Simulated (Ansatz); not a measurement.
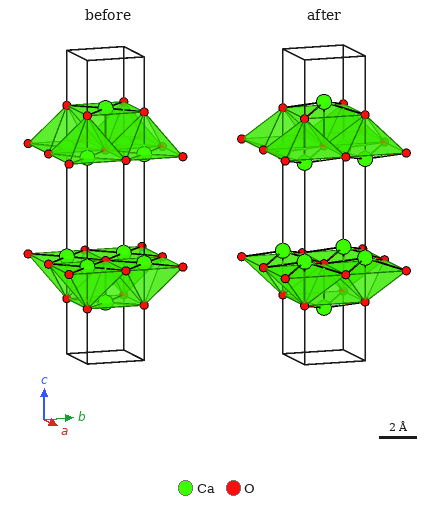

Left: a symmetric starting cell of CaO. Right: the same structure after one change, at the same scale. Style: polyhedral. Shown: the conventional cell (2 times the calculation's cell), slightly off an axis. Lengths and directions refer to the drawn axes.

The calculation used DFT PBEsol, scalar-relativistic, plane waves, PAW in Ansatz 0.2.0. (plane-wave cutoff 420 eV; k-point mesh 12 × 12 × 12; occupations gaussian; smearing width 0.02 eV; no spin polarisation)

### What distinguishes the right structure from the left one?

The cell is strained by +0.4 % along c and +6.4 % across it (volume +13.8 %) and atoms are displaced by up to 0.30 Å (root mean square over those that move 0.25 Å) relative to the cell. No relaxation follows. The starting cell wasn't computed here and needn't be at equilibrium, so pressure and forces aren't due to the change alone.

### And its effect?

The pressure is −11.1 GPa (not all of it need come from the change, since the unchanged cell can be under pressure at this level too). The principal stresses (compression positive) are −10.2 GPa along c and −11.5 GPa across it. The largest forces, 3.4 eV/Å, act on 2 Ca atoms of the calculation's cell. The forces point straight back along the displacements (cosine −1.00). Near-neighbour distances before and after: Ca–O 2.359 → 2.474 to 2.565 Å. The space group stays I4/mmm (No. 139).
